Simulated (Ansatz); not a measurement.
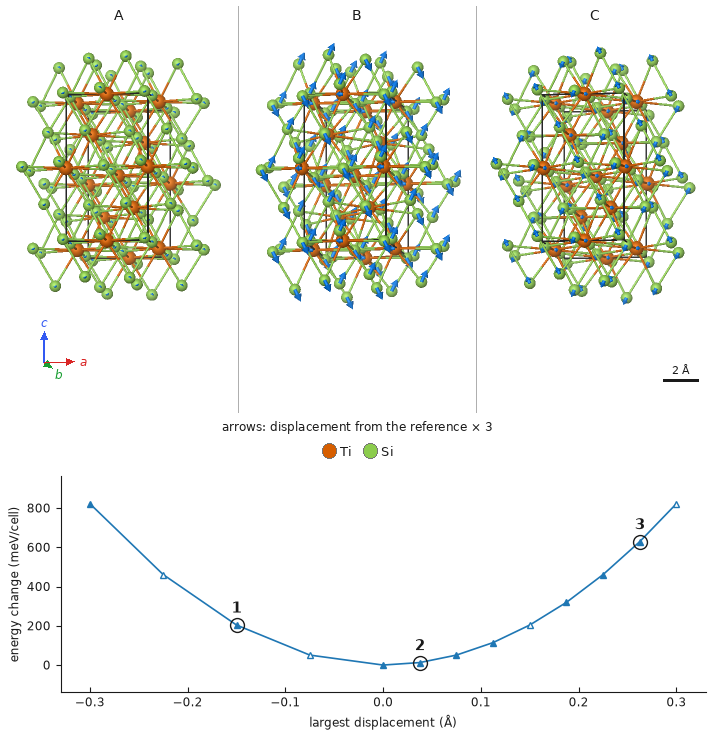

A scan of a crystal of TiSi2 (Fddd): a normal mode at the zone centre is frozen in with the cell fixed, the amplitude being the largest displacement of an atom. The frames are shuffled; the numbered points of the plot belong to them. Hollow markers are points alike by symmetry, not computed again. A ball-and-stick model of the conventional cell (4 times the calculation's cell), seen along the b axis, with a slight tilt. Blue arrows: displacements from the reference. Lengths and directions refer to the drawn axes.

Method: DFT PBEsol, scalar-relativistic, plane waves, PAW in Ansatz 0.2.0. (plane-wave cutoff 420 eV; k-point mesh 14 × 14 × 14; occupations gaussian; smearing width 0.15 eV; no spin polarisation). Energies (free energies at the smearing named) are counted from the relaxed crystal.

### Match the frames to the points.

Point 1 is frame C (the amplitude −0.15 Å, 204 meV/cell); 2 is frame A (the amplitude 0.0375 Å, 13 meV/cell); 3 is frame B (the amplitude 0.2625 Å, 629 meV/cell). The harmonic wavenumber of the mode is 189 cm⁻¹, a stable vibration. The lowest computed point lies at the amplitude 0.00 Å (0 meV/cell). At the ends of the scan the energy is 822 meV/cell (−0.30 Å) and 822 meV/cell (0.30 Å). The well is symmetric. At the highest point the shortest interatomic distance is 2.47 Å, against 2.52 Å in the reference. The distortion takes the space group from Fddd to Fdd2.
